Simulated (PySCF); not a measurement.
# Two attempts at C3H4N2 (imidazole)

Wanted: the charge distribution of C3H4N2 (imidazole), HF/cc-pVTZ (sfX2C, density fitting with cc-pvtz-jkfit, C-PCM acetonitrile).

Program for the calculation: PySCF 2.14.0.

## (1) The molecule

The species is C3H4N2 (9 atoms), meant as a singlet with charge 0. As SMILES, `c1c[nH]cn1`. The coordinates come from a PBE0-D4/def2-TZVP relaxation.

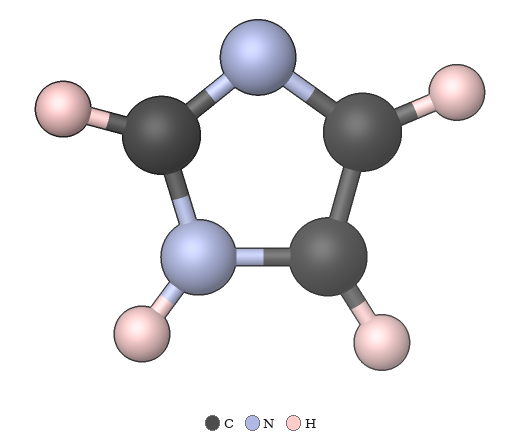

The structure, seen from a chosen angle (carbon dark grey, nitrogen light blue, hydrogen pink).

## (2) The input as first written

input.py reads:

```python
# c1c[nH]cn1
import numpy
from pyscf import gto, scf, lo, solvent

mol = gto.Mole()
mol.atom = '''
C
C 1 1.365305
N 2 1.368629 1 105.06607
C 3 1.355261 2 107.35053 1 -0.00015
N 4 1.306562 3 111.60521 2 -5e-05
H 1 1.078895 2 127.84913 3 -179.99945
H 2 1.077091 1 132.54739 6 -0.00103
H 3 1.004409 4 126.41978 5 179.99949
H 4 1.079825 5 125.93693 1 -179.99883
'''
mol.charge = -2
mol.max_memory = 1860
mol.verbose = 3
mol.basis = 'cc-pvtz'
mol.build()

hf = mol.RHF()
hf = hf.sfx2c1e()
hf = hf.density_fit(auxbasis='cc-pvtz-jkfit')
hf = hf.PCM()
hf.with_solvent.method = 'C-PCM'
hf.with_solvent.eps = 35.688  # acetonitrile
hf.max_cycle = 74
hf.kernel()

energy = hf.e_tot
print('E(%s) = %.9f' % ('HF', energy))
hf.analyze()
quad = hf.quad_moment()
occ = hf.mo_coeff[:, hf.mo_occ > 0]
iaos = lo.vec_lowdin(lo.iao.iao(mol, occ), hf.get_ovlp())
c = iaos.T @ hf.get_ovlp() @ occ
pop_iao, q_iao = scf.hf.mulliken_pop(lo.iao.reference_mol(mol), (c * hf.mo_occ[hf.mo_occ > 0]) @ c.T, numpy.eye(c.shape[0]), verbose=0)
print('IAO charges', numpy.round(q_iao, 4))
```

Command:

```sh
$ OMP_NUM_THREADS=1 python input.py
```

Log:

```text
WARN: PCM is an experimental feature. It is still in testing.
Features and APIs may be changed in the future.

[... 20 lines left out ...]
MO #18  energy= -0.242355965599355 occ= 2
[... 20 lines left out ...]
MO #39  energy= 0.683329767618955  occ= 0
[... 20 lines left out ...]
MO #60  energy= 1.27265321557973   occ= 0
[... 20 lines left out ...]
MO #81  energy= 1.9279998773466    occ= 0
[... 20 lines left out ...]
MO #102 energy= 3.09364928496036   occ= 0
[... 20 lines left out ...]
MO #123 energy= 3.56551046344746   occ= 0
[... 20 lines left out ...]
MO #144 energy= 4.21457308300502   occ= 0
[... 20 lines left out ...]
MO #165 energy= 5.02804051912208   occ= 0
[... 20 lines left out ...]
MO #186 energy= 5.88716999148759   occ= 0
[... 30 lines left out ...]
Dipole moment(X, Y, Z, Debye): -3.16554,  0.00035, -11.53943
[... 2 lines left out ...]
IAO charges [-0.1336 -0.5393 -0.5662 -0.5819 -0.6294  0.0896  0.0836  0.2195  0.0576]
```

It took 50 s on 1 thread of Arm Neoverse V2, shared host; peak memory 0.64 GiB.

## (3) What went wrong

It ran to the end. The result can't be trusted all the same.

What is wrong: the charge typed isn't that of the species meant. To mend it: charge 0 in place of -2.

## (4) The mended input

job.py reads:

```python
import numpy
from pyscf import gto, scf, lo, solvent

molecule = gto.Mole()
molecule.atom = '''
C
C 1 1.365305
N 2 1.368629 1 105.06607
C 3 1.355261 2 107.35053 1 -0.00015
N 4 1.306562 3 111.60521 2 -5e-05
H 1 1.078895 2 127.84913 3 -179.99945
H 2 1.077091 1 132.54739 6 -0.00103
H 3 1.004409 4 126.41978 5 179.99949
H 4 1.079825 5 125.93693 1 -179.99883
'''
molecule.max_memory = 1860
molecule.charge = 0
molecule.basis = 'cc-pvtz'
molecule.verbose = 3
molecule.build()

calc0 = scf.RHF(molecule)
calc0 = calc0.x2c()
calc0 = calc0.density_fit(auxbasis='cc-pvtz-jkfit')
calc0 = calc0.PCM()
calc0.with_solvent.method = 'C-PCM'
calc0.with_solvent.eps = 35.688
calc0.kernel()

e_final = calc0.e_tot
print('E = %.10f Eh' % e_final)
calc0.analyze()
quad = calc0.quad_moment()
occ = calc0.mo_coeff[:, calc0.mo_occ > 0]
iaos = lo.vec_lowdin(lo.iao.iao(molecule, occ), calc0.get_ovlp())
c = iaos.T @ calc0.get_ovlp() @ occ
pop_iao, q_iao = scf.hf.mulliken_pop(lo.iao.reference_mol(molecule), (c * calc0.mo_occ[calc0.mo_occ > 0]) @ c.T, numpy.eye(c.shape[0]), verbose=0)
print('IAO charges', numpy.round(q_iao, 4))
```

Command:

```sh
$ OMP_NUM_THREADS=1 python job.py
```

Log:

```text
WARN: PCM is an experimental feature. It is still in testing.
Features and APIs may be changed in the future.

[... 20 lines left out ...]
MO #18  energy= -0.321806877166527 occ= 2
[... 20 lines left out ...]
MO #39  energy= 0.621771781549792  occ= 0
[... 20 lines left out ...]
MO #60  energy= 1.19824352862777   occ= 0
[... 20 lines left out ...]
MO #81  energy= 1.82629064509117   occ= 0
[... 20 lines left out ...]
MO #102 energy= 2.98740206722301   occ= 0
[... 20 lines left out ...]
MO #123 energy= 3.46751828557906   occ= 0
[... 20 lines left out ...]
MO #144 energy= 4.11882011694702   occ= 0
[... 20 lines left out ...]
MO #165 energy= 4.92463808837985   occ= 0
[... 20 lines left out ...]
MO #186 energy= 5.76933227125508   occ= 0
[... 30 lines left out ...]
Dipole moment(X, Y, Z, Debye):  5.15728, -0.00005,  0.46949
[... 2 lines left out ...]
IAO charges [-0.1016 -0.1101 -0.2907  0.1114 -0.4475  0.156   0.1768  0.3286  0.1771]
```

Wall time 39 s (1 thread of Arm Neoverse V2, shared host); peak memory 0.64 GiB.

Atomic charges (e):

```
atom  Mulliken     IAO
  C1    -0.171  -0.102
  C2    -0.193  -0.110
  N3    -0.086  -0.291
  C4    -0.012  +0.111
  N5    -0.356  -0.448
  H6    +0.185  +0.156
  H7    +0.206  +0.177
  H8    +0.237  +0.329
  H9    +0.189  +0.177
```

## (5) What came out

Level: HF/cc-pVTZ (sfX2C, density fitting with cc-pvtz-jkfit, C-PCM acetonitrile).

```
                  quantity          value
              total energy  -225.00819 Eh
             dipole moment         5.18 D
               HOMO energy       -8.76 eV
               LUMO energy        4.30 eV
             HOMO–LUMO gap       13.06 eV
solvent term in the energy   -51.6 kJ/mol
```
